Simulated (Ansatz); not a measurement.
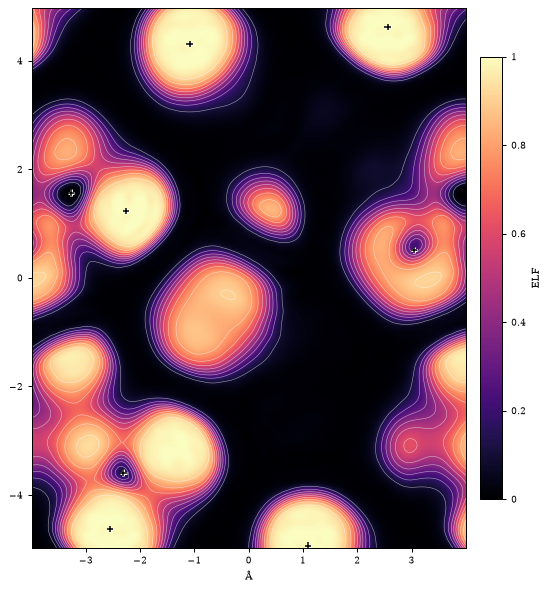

The ELF on a plane through atoms (crosses mark nuclei in the plane).

These are results of Ansatz 0.2.0, DFT PBE+D3(BJ), scalar-relativistic, plane waves, PAW, not measurements.

Candidates:
A. Si, a = 2.64 Å, b = 2.64 Å, c = 4.51 Å, α = 90.00°, β = 90.00°, γ = 120.00°. Space group P6₃/mmc; a structure from a database of computed crystals, not necessarily the ambient phase.
B. H₄C₂O, a = 4.63 Å, b = 8.29 Å, c = 7.30 Å, α = 90.00°, β = 118.09°, γ = 90.00°. Space group P2₁/c; changed on purpose from its base cell (volume × 0.97, shape and atoms relaxed).

Which system is this?

Candidate B: H₄C₂O on the (110) plane of the conventional cell, which holds H, C and O. C–H (1.09 Å): the ELF climbs to about 1 towards the hydrogen, as it does in any bond to H; a covalent bond by its length.
